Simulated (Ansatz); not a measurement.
# Single-point calculation, with input and output: GaN (part 2 of 2)

The same run, continued: GaN (slab, 24 atoms in the cell); DFT PBE, scalar-relativistic, plane waves, PAW, no spin polarisation (Ansatz 0.2.0); cutoff 420 eV, 9×9×1 k-mesh, Gaussian smearing of 0.1 eV. The structure derives from an entry of the Crystallography Open Database. It belongs to a series of runs on one base structure; here: the substrate alone at its places in the stack.

Geometry of the input (Å; fractional positions):
```
5.5745  0.0000  0.0000
-2.7872  4.8276  0.0000
0.0000  0.0000  31.3428
N  0.3320  0.3346  0.2467
N  0.6654  0.0013  0.2467
N  -0.0013  0.6679  0.2466
Ga -0.0013  0.3347  0.2573
Ga 0.3319  0.0012  0.2573
Ga 0.6655  0.6679  0.2573
N  -0.0013  0.3348  0.3250
N  0.3318  0.0011  0.3250
N  0.6655  0.6680  0.3250
Ga 0.3320  0.3346  0.3417
Ga 0.6653  0.0013  0.3417
Ga -0.0013  0.6680  0.3418
N  0.3320  0.3347  0.4072
N  0.6653  0.0013  0.4072
N  -0.0014  0.6680  0.4076
Ga -0.0014  0.3338  0.4254
Ga 0.3328  0.0022  0.4254
Ga 0.6644  0.6680  0.4254
N  -0.0015  0.3336  0.4908
N  0.3330  0.0026  0.4907
N  0.6641  0.6681  0.4907
Ga 0.3321  0.3350  0.5111
Ga 0.6650  0.0012  0.5111
Ga -0.0015  0.6682  0.5092
```

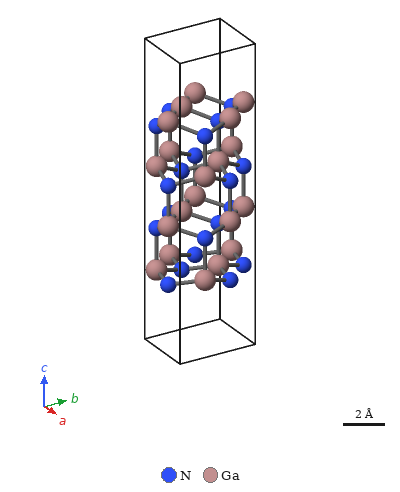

The input geometry (ball-and-stick view of the cell of the calculation, with the vacuum cut short, seen slightly off an axis).

The program's output, continued:
```
SCF iter   1: F=—  HF=-50006.151618 eV  |F-HF|=—  |Δ(HF+E_count)|=         —  Δρ=4.29e-3  dr2=4.20e-1  ethr=1.77e-3  p=0.406 e·Å  D=8.71e-2 V/Å  ΔV_dip=-2.73 eV  dr2_dipole=9.37e-2  V_vac-E_F(+/−)=3.48/6.21 eV  ⟨swp⟩=6.2  Hψ=22327  notcnv=0  defer=447
efield: sawtooth ramp at fractional position 0.8588 (placed from the atoms, in the widest stretch of the axis that holds none; the zero of the levels goes with the place), width 0.0400; the density the first Hamiltonian is built on has a dipole p = 0.406 e·Å; the dipole correction subtracts the counter field D = 8.71e-2 V/Å, which shifts the + side's vacuum level by -2.73 eV against the − side's; the planar-averaged density in the ramp window peaks in size at 5.7e-6 e/Å³
preconditioner: auto → LDOS  [metal: Δε(μ)=0.004 eV  Ē_g=15.359 eV  σ=0.100 eV  W_gap=0.02  n_scr=122 (ndim 8)  ℏωp=18.8 eV  f_vac=0.626  D(μ)=29.88/eV (n_scr^D=216)  β→1.0]
SCF iter   2: F=—  HF=-50006.125687 eV  |F-HF|=—  |Δ(HF+E_count)|=   2.59e-2  Δρ=2.56e-3  dr2=6.80e-2  ethr=1.94e-4  p=0.401 e·Å  D=8.61e-2 V/Å  ΔV_dip=-2.70 eV  dr2_dipole=1.68e-4  V_vac-E_F(+/−)=3.70/6.40 eV  ⟨swp⟩=2.4  Hψ=8292  notcnv=0  defer=661
SCF iter   3: F=—  HF=-50006.131675 eV  |F-HF|=—  |Δ(HF+E_count)|=   5.99e-3  Δρ=1.53e-3  dr2=3.41e-2  ethr=3.15e-5  p=0.384 e·Å  D=8.25e-2 V/Å  ΔV_dip=-2.58 eV  dr2_dipole=4.98e-3  V_vac-E_F(+/−)=3.81/6.39 eV  ⟨swp⟩=2.0  Hψ=9026  notcnv=0  defer=661
SCF iter   4: F=—  HF=-50006.134288 eV  |F-HF|=—  |Δ(HF+E_count)|=   2.61e-3  Δρ=1.37e-3  dr2=4.13e-2  ethr=1.58e-5  p=0.378 e·Å  D=8.12e-2 V/Å  ΔV_dip=-2.54 eV  dr2_dipole=1.14e-2  V_vac-E_F(+/−)=3.83/6.38 eV  ⟨swp⟩=2.0  Hψ=9071  notcnv=0  defer=661
SCF iter   5: F=—  HF=-50006.131503 eV  |F-HF|=—  |Δ(HF+E_count)|=   2.79e-3  Δρ=6.71e-4  dr2=6.70e-3  ethr=1.58e-5  p=0.372 e·Å  D=7.98e-2 V/Å  ΔV_dip=-2.50 eV  dr2_dipole=4.87e-4  V_vac-E_F(+/−)=3.85/6.35 eV  ⟨swp⟩=2.0  Hψ=8786  notcnv=0  defer=661
SCF iter   6: F=—  HF=-50006.131089 eV  |F-HF|=—  |Δ(HF+E_count)|=   4.14e-4  Δρ=2.45e-4  dr2=2.37e-3  ethr=3.10e-6  p=0.368 e·Å  D=7.89e-2 V/Å  ΔV_dip=-2.47 eV  dr2_dipole=1.16e-3  V_vac-E_F(+/−)=3.87/6.34 eV  ⟨swp⟩=2.0  Hψ=9088  notcnv=0  defer=656
SCF iter   7: F=—  HF=-50006.131057 eV  |F-HF|=—  |Δ(HF+E_count)|=   3.16e-5  Δρ=1.49e-4  dr2=8.12e-4  ethr=1.10e-6  p=0.371 e·Å  D=7.97e-2 V/Å  ΔV_dip=-2.50 eV  dr2_dipole=8.26e-5  V_vac-E_F(+/−)=3.85/6.34 eV  ⟨swp⟩=2.0  Hψ=8633  notcnv=0  defer=656
SCF iter   8: F=—  HF=-50006.130989 eV  |F-HF|=—  |Δ(HF+E_count)|=   6.78e-5  Δρ=9.27e-5  dr2=2.53e-4  ethr=3.76e-7  p=0.374 e·Å  D=8.01e-2 V/Å  ΔV_dip=-2.51 eV  dr2_dipole=3.75e-6  V_vac-E_F(+/−)=3.83/6.35 eV  ⟨swp⟩=2.0  Hψ=5649  notcnv=0  defer=656
SCF iter   9: F=—  HF=-50006.131008 eV  |F-HF|=—  |Δ(HF+E_count)|=   1.89e-5  Δρ=4.94e-5  dr2=5.48e-5  ethr=1.17e-7  p=0.378 e·Å  D=8.10e-2 V/Å  ΔV_dip=-2.54 eV  dr2_dipole=4.81e-6  V_vac-E_F(+/−)=3.81/6.35 eV  ⟨swp⟩=2.0  Hψ=5997  notcnv=0  defer=656
SCF iter  10: F=—  HF=-50006.131297 eV  |F-HF|=—  |Δ(HF+E_count)|=   2.89e-4  Δρ=3.51e-5  dr2=1.95e-5  ethr=2.54e-8  p=0.378 e·Å  D=8.12e-2 V/Å  ΔV_dip=-2.54 eV  dr2_dipole=3.25e-8  V_vac-E_F(+/−)=3.80/6.35 eV  ⟨swp⟩=2.0  Hψ=9434  notcnv=0  defer=654
SCF iter  11: F=—  HF=-50006.131299 eV  |F-HF|=—  |Δ(HF+E_count)|=   2.29e-6  Δρ=2.97e-5  dr2=1.63e-5  ethr=9.02e-9  p=0.379 e·Å  D=8.12e-2 V/Å  ΔV_dip=-2.55 eV  dr2_dipole=7.97e-7  V_vac-E_F(+/−)=3.80/6.35 eV  ⟨swp⟩=2.0  Hψ=6409  notcnv=0  defer=654
SCF iter  12: F=—  HF=-50006.131302 eV  |F-HF|=—  |Δ(HF+E_count)|=   2.71e-6  Δρ=2.41e-5  dr2=1.48e-5  ethr=7.55e-9  p=0.378 e·Å  D=8.12e-2 V/Å  ΔV_dip=-2.54 eV  dr2_dipole=2.35e-6  V_vac-E_F(+/−)=3.80/6.35 eV  ⟨swp⟩=1.0  Hψ=4718  notcnv=0  defer=654
SCF iter  13: F=—  HF=-50006.131306 eV  |F-HF|=—  |Δ(HF+E_count)|=   4.39e-6  Δρ=9.82e-6  dr2=3.30e-6  ethr=6.87e-9  p=0.378 e·Å  D=8.12e-2 V/Å  ΔV_dip=-2.54 eV  dr2_dipole=5.49e-7  V_vac-E_F(+/−)=3.80/6.35 eV  ⟨swp⟩=2.0  Hψ=5112  notcnv=0  defer=654
SCF iter  14: F=—  HF=-50006.131308 eV  |F-HF|=—  |Δ(HF+E_count)|=   1.21e-6  Δρ=4.52e-6  dr2=6.89e-7  ethr=1.53e-9  p=0.378 e·Å  D=8.12e-2 V/Å  ΔV_dip=-2.54 eV  dr2_dipole=3.97e-8  V_vac-E_F(+/−)=3.80/6.35 eV  ⟨swp⟩=2.1  Hψ=5876  notcnv=0  defer=654
SCF iter  15: F=—  HF=-50006.131308 eV  |F-HF|=—  |Δ(HF+E_count)|=   1.71e-7  Δρ=2.86e-6  dr2=2.55e-7  ethr=3.19e-10  p=0.378 e·Å  D=8.12e-2 V/Å  ΔV_dip=-2.54 eV  dr2_dipole=2.91e-9  V_vac-E_F(+/−)=3.80/6.35 eV  ⟨swp⟩=2.0  Hψ=5500  notcnv=0  defer=654
SCF iter  16: F=-50006.131308 eV  HF=-50006.131308 eV  |F-HF|=5.49e-8  |Δ(HF+E_count)|=   2.50e-7  Δρ=1.74e-6  dr2=7.34e-8  ethr=4.63e-11  p=0.378 e·Å  D=8.12e-2 V/Å  ΔV_dip=-2.54 eV  dr2_dipole=1.93e-8  V_vac-E_F(+/−)=3.80/6.35 eV  ⟨swp⟩=24.9  Hψ=52411  notcnv=0
SCF 1 converged in 16 iterations: F = -50006.131308 eV  dr2 = 7.34e-8
  greatest PAW one-centre occupation: 0.995 electrons in one spin orbital (limit 2), on the Ga atom at site 11 (counted from 0), in its partial waves of l = 2
WARN: The output density's exchange-correlation potential varies sharply where the density is thin. Do not read a vacuum level from v_tot or v_xc, or from such a field of the output density. On a cell that repeats whose density bears no net charge and no dipole along the vacuum's axis use v_es (v_loc + v_h of the components); under efield.dipole_correction with no amplitude use v_es + v_field, which holds any external_charges[].barrier, or the levels of the report's work_function block, which leave it out; under a non-zero efield.amplitude the vacuum is tilted and has no level; on a cell that repeats and bears such a dipole with no correction it is tilted too, and efield.dipole_correction with no amplitude gives each side of its ramp a level where efield: is served; in a cell that repeats whose density bears a net charge (total_charge, or a fill off its count) it is curved and has none; of a slab under crystal.periodic whose density bears no net charge use v_es, which has a level on each side, short of where the two are joined; of another it falls or rises all the way out and has none; of a slab beside external_charges read slab_vacuum_level instead, which it has where they leave it neutral. The grid or the basis barely resolves most such structure, and the values can differ between equally converged runs; as a rule a tighter scf.convergence.dr2_threshold does not remove it. Where the density itself ripples (under the LDA too) a higher basis.ecutwfc lessens it. The files hold the spikes' plane waves up to the density's cutoff. Files: v_tot_of_output_density and the like, and their columns of v_z.tsv (output.write_potential); v_xc_of_output_density and the like, and their columns of v_comp_z.tsv (output.write_potential_components). Measured: with its Gaussian average of σ = 0.25 Å subtracted twice, the exchange-correlation potential is over 0.1 eV at 50 of the grid points where the equally averaged density (valence and model cores) is under 1e-3 e/Å³, and 0.191 eV at the most among them, at an averaged density of 8.8e-8 e/Å³. The input density's (outcome.potential() and, of a run that writes arrays, v_tot and v_xc) is over 0.1 eV, so measured, at 118 points of its own thin density, 0.307 eV at the most. See output.write_potential in the manual, Limitations
SCF converged after 16 iterations
Free energy (F): -50006.131308 eV
Harris-Foulkes:  -50006.131308 eV  (|F-HF|=5.49e-8)
Internal energy: -50005.986979 eV  (E = F + TS)
E sigma→0 (E₀):  -50006.059144 eV
Entropy (-TS):   -0.144329 eV (-6.014 meV/atom)
Fermi energy:    0.003141 eV
Dipole field:    D = 0.081072 V/Å  (p = 0.377907 e·Å, saw-weighted, corrected)
Work function:   Φ+ = 3.8062 eV   Φ− = 6.3471 eV
Levels:          The Fermi level and band energies are counted from a zero that moves with the ramp; work functions are not
--- Per-component energies (eV) ---
  E_band       = -2306.587775
  E_kinetic    = 2944.892140
  E_local      = -395113.916905  (includes V_loc(G=0)·N_el)
  E_nonlocal   = 5688.844971
  E_hartree    = 195503.343693
  E_xc         = -1536.336509
  E_vxc        = -1596.389479  (∫ρ·V_xc dr)
  E_paw        = -25436.287691  (= ΣΔE_a)
  E_vpaw       = -5236.592434  (= ΣTr[D̂ρ^β])
  E_aug_tail   = 0.000024  (compensation charges beyond the density's cutoff)
  E_efield     = 0.015319  (sawtooth field / dipole correction)
  E_vefield    = -0.156250  (∫n·V_field dr)
  E_ewald      = 167943.457980
  E_smearing   = -0.144329  (= −TS)
  E_closure    = 0.000000  (closes the sum)
  Σ components = -50006.131308   (vs F -50006.131308, Δ=0.00e0)
--- Forces (eV/Å), atoms counted from 1 ---
  atom   1  N     -0.00004878    -0.00012239     0.03640961
  atom   2  N     -0.00021805    -0.00008535     0.03633773
  atom   3  N     -0.00014691     0.00008786     0.03779922
  atom   4  Ga     0.00006576    -0.00005135    -0.12802732
  atom   5  Ga    -0.00003183     0.00046611    -0.12819158
  atom   6  Ga    -0.00042202     0.00015342    -0.12831070
  atom   7  N     -0.00030696     0.00026443     0.26407596
  atom   8  N     -0.00024678    -0.00007488     0.26557787
  atom   9  N     -0.00006310     0.00015000     0.26722562
  atom  10  Ga    -0.00113500    -0.00041524    -0.32245130
  atom  11  Ga    -0.00025627     0.00118363    -0.32238025
  atom  12  Ga     0.00079222    -0.00043497    -0.30771867
  atom  13  N     -0.00371484    -0.00179017     0.38638613
  atom  14  N     -0.00059415     0.00423831     0.38590563
  atom  15  N      0.00334631    -0.00196185     0.35339786
  atom  16  Ga    -0.01708680     0.02951462    -0.49720454
  atom  17  Ga    -0.01728401    -0.02965070    -0.49939048
  atom  18  Ga     0.03489736     0.00015934    -0.50126568
  atom  19  N     -0.05604848     0.09696776     0.72262439
  atom  20  N     -0.06152167    -0.09387471     0.72649422
  atom  21  N      0.11435047     0.00020951     0.73060356
  atom  22  Ga    -0.00237823    -0.00709816    -0.35494015
  atom  23  Ga     0.00439261     0.00539832    -0.34462120
  atom  24  Ga     0.00366115    -0.00323055    -0.67827223
  max |Σ_I F_I| component: 6.37e-5 eV/Å
--- Stress (GPa, compression-positive) ---
        0.968409       0.000638       0.003147
        0.000638       0.967105      -0.002022
        0.003147      -0.002022       0.296398
  P = ⅓ Tr σ = 0.7440 GPa (7.440 kbar)
--- Band table (eV; the first three rows and the last of 41) ---
  k-point 0: bands = ["-17.2578", "-16.8278", "-16.8255", "-16.4274", "-15.9401", "-15.9288", "-15.6893", "-15.6892", "-15.6426", "-15.6284", "-15.6284", "-15.5810", "-15.5263", "-15.5263", "-15.4945", "-15.4319", "-15.4318", "-15.3866", "-15.3863", "-15.3677", "-15.0312", "-15.0311", "-14.8435", "-14.7089", "-14.7084", "-14.6890", "-14.6889", "-14.6048", "-14.6048", "-14.5323", "-14.5316", "-14.4653", "-14.4652", "-14.4491", "-14.4491", "-14.2974", "-14.2972", "-14.1666", "-13.7543", "-13.7542", "-13.7314", "-13.7311", "-13.6453", "-13.6453", "-13.5836", "-13.5835", "-13.5076", "-13.5076", "-13.5006", "-13.5006", "-13.4253", "-13.4250", "-13.1584", "-13.0715", "-13.0715", "-12.9789", "-12.9788", "-12.8837", "-12.8837", "-12.8693", "-12.8692", "-12.7740", "-12.7740", "-12.7738", "-12.7738", "-12.5076", "-12.5074", "-11.9522", "-11.6417", "-11.6416", "-10.8142", "-10.8140", "-7.6179", "-7.5527", "-7.2988", "-6.9852", "-6.9836", "-6.3152", "-6.3145", "-6.0547", "-6.0540", "-5.4108", "-5.4106", "-5.2650", "-5.2648", "-5.1803", "-4.4107", "-4.4106", "-3.8618", "-3.8581", "-3.3730", "-3.3730", "-3.1571", "-2.8795", "-2.8741", "-2.5777", "-2.5768", "-1.6427", "-1.6427", "-1.6096", "-1.6095", "-1.1781", "-0.7824", "-0.7824", "-0.1040", "-0.0205", "-0.0182", "0.0058", "0.0058", "0.9424", "0.9727", "2.0928", "2.5368", "3.3849", "3.7419", "3.9457", "3.9481", "4.2491", "4.5356", "5.0781", "5.0794", "5.7145", "5.7325", "5.7333", "6.0839", "6.1011", "6.2020", "6.8358", "7.0536", "7.0536", "7.1352", "7.1374"]
  k-point 1: bands = ["-17.2324", "-16.8322", "-16.8293", "-16.4021", "-15.9454", "-15.9340", "-15.6911", "-15.6868", "-15.6566", "-15.6250", "-15.6151", "-15.5534", "-15.5324", "-15.5277", "-15.4920", "-15.4368", "-15.4329", "-15.3822", "-15.3802", "-15.3440", "-15.0377", "-15.0368", "-14.8187", "-14.7156", "-14.7140", "-14.6844", "-14.6815", "-14.6041", "-14.6032", "-14.5373", "-14.5347", "-14.4721", "-14.4651", "-14.4467", "-14.4433", "-14.3055", "-14.3046", "-14.1441", "-13.7486", "-13.7461", "-13.7407", "-13.7376", "-13.6453", "-13.6442", "-13.5880", "-13.5857", "-13.5145", "-13.5075", "-13.4986", "-13.4952", "-13.4854", "-13.4682", "-13.1448", "-13.0621", "-13.0584", "-12.9842", "-12.9817", "-12.8870", "-12.8864", "-12.8672", "-12.8664", "-12.7783", "-12.7743", "-12.7716", "-12.7700", "-12.5606", "-12.5474", "-11.9302", "-11.7012", "-11.6863", "-10.8579", "-10.8536", "-7.6867", "-7.6025", "-7.2499", "-7.0444", "-7.0004", "-6.1620", "-6.1607", "-6.0185", "-6.0044", "-5.4509", "-5.4085", "-5.1615", "-5.0446", "-5.0362", "-4.2142", "-4.1882", "-3.9659", "-3.9294", "-3.2829", "-3.1984", "-3.1685", "-2.8615", "-2.8511", "-2.7425", "-2.6490", "-1.9568", "-1.7134", "-1.6273", "-1.6269", "-1.3522", "-0.8576", "-0.7131", "-0.3990", "-0.0645", "-0.0219", "-0.0170", "0.0122", "0.8578", "0.8916", "2.2836", "2.7730", "3.6147", "3.8439", "3.9494", "4.0551", "4.4571", "4.6179", "4.8713", "4.9036", "5.7769", "5.8400", "5.9019", "6.0609", "6.1787", "6.1913", "6.7927", "6.8903", "6.9164", "7.0654", "7.0802"]
  k-point 2: bands = ["-17.1638", "-16.8458", "-16.8396", "-16.3324", "-15.9619", "-15.9484", "-15.6966", "-15.6817", "-15.6689", "-15.6177", "-15.5994", "-15.5423", "-15.5289", "-15.4892", "-15.4774", "-15.4460", "-15.4348", "-15.3753", "-15.3656", "-15.2757", "-15.0590", "-15.0507", "-14.7498", "-14.7406", "-14.7269", "-14.6707", "-14.6567", "-14.6037", "-14.5975", "-14.5512", "-14.5372", "-14.4880", "-14.4638", "-14.4475", "-14.4269", "-14.3316", "-14.3229", "-14.0815", "-13.7966", "-13.7529", "-13.7322", "-13.7178", "-13.6584", "-13.6398", "-13.6387", "-13.6002", "-13.5869", "-13.5552", "-13.5311", "-13.5069", "-13.4973", "-13.4788", "-13.1187", "-13.0361", "-13.0048", "-13.0042", "-12.9857", "-12.8950", "-12.8900", "-12.8650", "-12.8612", "-12.7890", "-12.7750", "-12.7724", "-12.7590", "-12.7206", "-12.6324", "-11.8836", "-11.8637", "-11.7816", "-10.9844", "-10.9476", "-7.8748", "-7.5314", "-7.1853", "-7.1101", "-6.9054", "-6.2974", "-6.0445", "-5.5563", "-5.5541", "-5.4314", "-5.2264", "-5.1462", "-4.5677", "-4.5507", "-4.2319", "-3.9942", "-3.7586", "-3.7525", "-3.6251", "-3.0937", "-2.8612", "-2.8536", "-2.8504", "-2.7763", "-2.6317", "-2.4756", "-1.9762", "-1.8617", "-1.6655", "-1.6523", "-1.1677", "-0.9765", "-0.4936", "-0.2809", "-0.0389", "-0.0135", "0.0204", "0.6515", "0.7104", "2.7234", "3.2970", "3.6148", "4.0568", "4.2352", "4.3211", "4.6623", "4.8186", "4.9166", "4.9833", "5.3650", "5.6708", "5.9592", "5.9841", "6.3449", "6.4091", "6.6402", "6.6764", "6.7871", "6.8341", "6.8895"]
  k-point 40: bands = ["-17.0184", "-16.8904", "-16.8617", "-16.1743", "-16.0185", "-15.9774", "-15.7057", "-15.6771", "-15.6733", "-15.6043", "-15.5816", "-15.5439", "-15.5233", "-15.4920", "-15.4633", "-15.4278", "-15.3734", "-15.3451", "-15.3039", "-15.1275", "-15.0831", "-15.0808", "-14.8292", "-14.7593", "-14.6298", "-14.6039", "-14.5888", "-14.5882", "-14.5735", "-14.5675", "-14.5438", "-14.5035", "-14.4541", "-14.4490", "-14.4096", "-14.4054", "-14.3609", "-14.1414", "-13.9314", "-13.8266", "-13.7776", "-13.7063", "-13.6849", "-13.6498", "-13.6324", "-13.6144", "-13.6122", "-13.5907", "-13.5465", "-13.5012", "-13.4939", "-13.4576", "-13.1607", "-13.0743", "-13.0024", "-12.9927", "-12.9680", "-12.8987", "-12.8916", "-12.8664", "-12.8615", "-12.8591", "-12.8002", "-12.7802", "-12.7717", "-12.7438", "-12.7385", "-12.2817", "-11.9782", "-11.6608", "-11.2759", "-11.1162", "-7.9793", "-7.2523", "-7.1601", "-6.8059", "-6.5422", "-6.3755", "-5.6447", "-5.6263", "-5.5487", "-4.8252", "-4.6694", "-4.6513", "-4.5819", "-4.3365", "-4.2177", "-4.0970", "-3.5416", "-3.4555", "-3.3345", "-3.2918", "-3.1076", "-3.0532", "-2.8565", "-2.6910", "-2.4976", "-2.4605", "-1.8749", "-1.8550", "-1.8406", "-1.6332", "-1.6006", "-1.5705", "-0.8118", "-0.1361", "-0.1006", "-0.0465", "-0.0229", "0.2943", "0.4206", "2.8928", "3.4826", "3.8865", "4.0625", "4.2493", "4.7849", "4.8509", "4.9111", "5.0695", "5.3472", "5.3878", "5.4786", "5.5894", "5.7418", "5.9505", "6.0483", "6.0743", "6.3967", "6.5303", "6.5675", "6.6005"]
```

Summary:

| quantity | value |
| --- | --- |
| outcome | converged |
| electrons treated | 216 |
| free energy | −50006.1313 eV |
| work function, top face | 3.81 eV |
| work function, bottom face | 6.35 eV |
| Fermi energy | 0.003 eV |
| gap on the k-point mesh | none (metallic) |
| work function (upper face) | 3.81 eV |
| largest force (length of the vector) | 0.739 eV/Å |
| hardware | 8 threads of Intel Xeon (Sapphire Rapids), 32 GiB of memory available, shared host |
| wall time | 92 s (CPU time 12 min) |
| peak memory | 5.9 GiB |

Warnings of the run: the exchange-correlation potential is rough where the density is thin.
